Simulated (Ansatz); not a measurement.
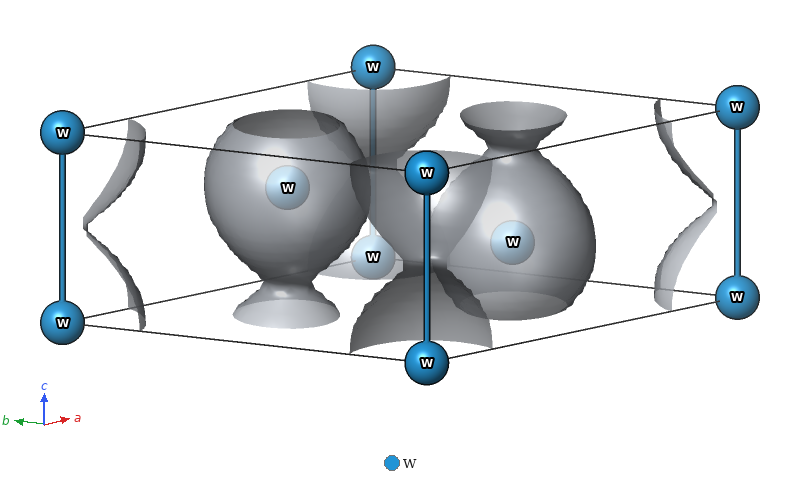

*W. Isosurface of the valence charge density (pseudo) at 0.8 e/Å³ (grey), seen at an oblique angle. Sticks mark near contacts.*

Space group R-3m; computed pressure about 71 GPa in this cell; PAW files of the earlier set (soft_1).

Computed with DFT LDA, scalar-relativistic, plane waves, PAW in Ansatz.

In a PAW calculation such maps are meaningful between the atoms, not at the nuclei.

```xyz
3
Lattice="3.2107 0.0000 -3.2107 -3.2107 3.2107 0.0000 1.3166 1.3166 1.3166" Properties=species:S:1:pos:R:3 pbc="T T T"
W     0.0000    0.0000    0.0000
W     1.5091    1.5091   -1.7016
W    -0.1926    3.0182   -0.1925
```

### What does this surface tell about the bonding?

At this value the density is joined into chains; it holds about 70 % of the electrons treated as valence (semicore included). It bridges the shortest W–W (2.28 Å) contacts, where the density stays above the isovalue. On the grid the lowest density along these lines, outside the cores, is 0.92 e/Å³ (W–W, 2.28 Å).
